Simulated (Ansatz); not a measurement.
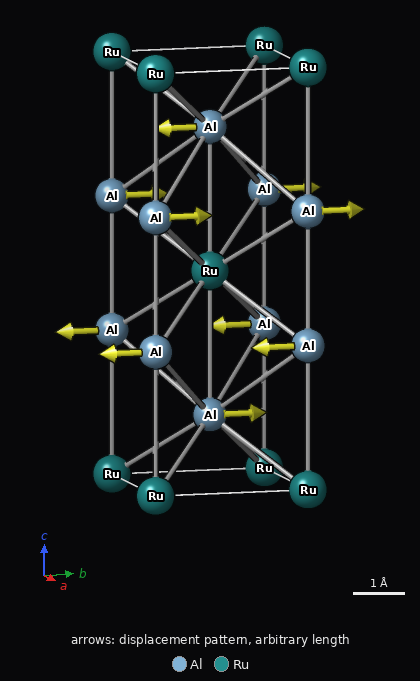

Normal modes of crystalline Al2Ru, at the zone centre. The optical levels lie at 250, 261 (×2), 330 (×2), 443 cm⁻¹. One mode is drawn. The yellow arrows give the relative displacements of the atoms. The picture is a ball-and-stick view of the conventional cell (2 times the calculation's cell), seen slightly off an axis. Lengths and directions refer to the drawn axes.

Theory: DFT PBEsol, scalar-relativistic, plane waves, PAW (Ansatz). Settings: plane-wave cutoff 420 eV; k-point mesh 18 × 18 × 18; occupations fermi dirac; smearing width 0.15 eV; no spin polarisation.

The frequencies depend somewhat on the k-mesh and the smearing.

### To which level does it belong?

The level at 330 cm⁻¹. This is the E_g mode (doubly degenerate; one member of the set is drawn), optical level 3 of 4, counted from below, Raman-active by symmetry. The Ru atoms stay at rest; all motion is along b; atoms of one kind move against one another, with no net shift of their sublattice.
